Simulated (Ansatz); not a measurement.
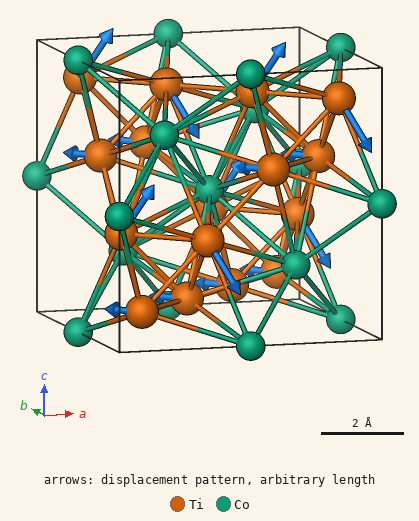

The lowest optical mode of a crystal of Ti2Co relaxed at 15 GPa, space group Fd-3m (No. 227), at the zone centre. The blue arrows are the displacements of the atoms (eigenvector over the root of the mass), of arbitrary overall length and sign. A ball-and-stick model of the conventional cell (4 times the calculation's cell), seen slightly off an axis. Lengths and directions refer to the drawn axes.

Theory: Ansatz, DFT PBEsol, scalar-relativistic, plane waves, PAW. (plane-wave cutoff 420 eV; k-point mesh 10 × 10 × 10; occupations gaussian; smearing width 0.2 eV; target pressure 15 GPa; collinear spin)

The frequencies depend somewhat on the k-mesh and the smearing.

### Is this crystal at a minimum with respect to the drawn distortion?

No. This is the T₂u mode (triply degenerate; one member of the set is drawn) at 152i cm⁻¹, the lowest optical level, silent by symmetry (neither infrared- nor Raman-active). The Co atoms stay at rest; atoms of one kind move against one another, with no net shift of their sublattice. The frequency is imaginary, so the structure is unstable against this distortion. Freezing in the drawn pattern lowers the space group from Fd-3m to Ima2 (No. 46). In all, 2 levels are unstable: T₂u 152i cm⁻¹, E_u 90i cm⁻¹.
